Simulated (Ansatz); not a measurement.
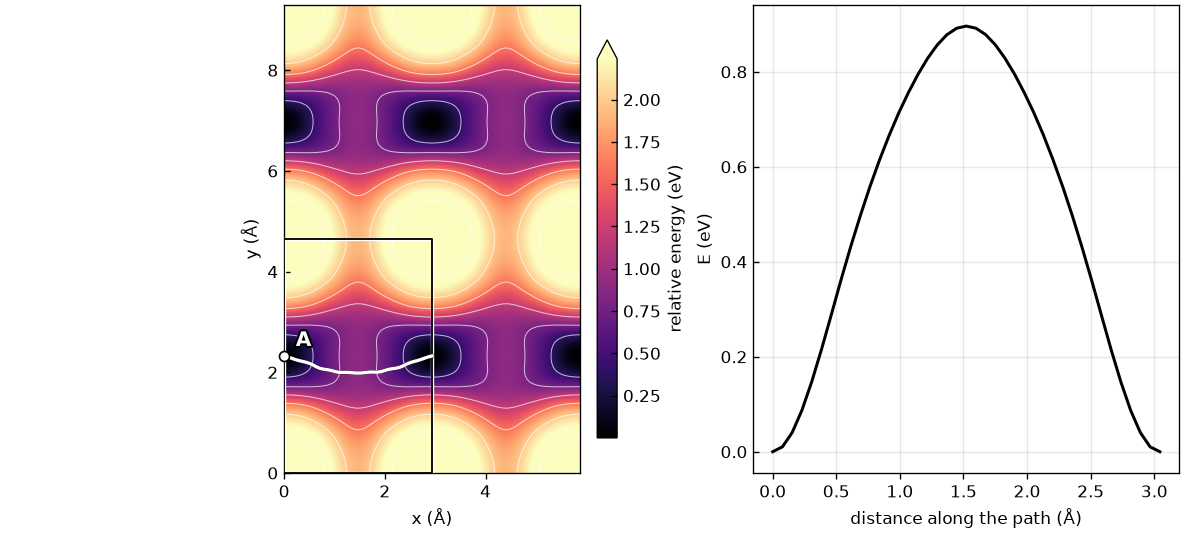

Si on a Ti(100) slab cut from the P6_3/mmc phase, its upper half relaxed before the scan (12 atoms of substrate and one adsorbate in a 2 × 1 cell). Si is moved over the surface cell; relaxed at each place: the height of the adsorbate's atoms; substrate rigid; the origin of the map has the adsorbate above Ti11. Places are given modulo a cell vector. The map is drawn in real space over the plane of the surface. The grid has 6 × 6 points; 16 points were computed and 20 follow by symmetry. Places are given in fractions of the 1 × 1 surface cell. Energies are in eV, from the lowest grid point. Computed with DFT PBE, scalar-relativistic, plane waves, PAW in Ansatz. Settings: cutoff 420 eV, k-mesh 5×6×1, gaussian smearing 0.1 eV, no spin polarisation.

In the figure: a smooth colour map with a few white contour lines, a line along the lowest path, the outline of one cell of the 2 × 2 shown, one colour for all values above the top of the scale, the energy along the path at the right, the start A. Between grid points the surface is interpolated.

> Describe the path and its barrier.

The easiest path leads from the well at the trough between two rows of top atoms, (0/6, 3/6) of the cell vectors to its copy one period on. Its highest point lies about 0.9 eV above the bottom of the first well on the interpolated surface, at about (0.50, 0.43) of the cell vectors. This is the barrier on the constrained surface; relaxing the other coordinates would change it. Long-range motion along the hardest cell direction needs about 1.9 eV, so the motion is anisotropic.

PAW datasets: the set soft_1.
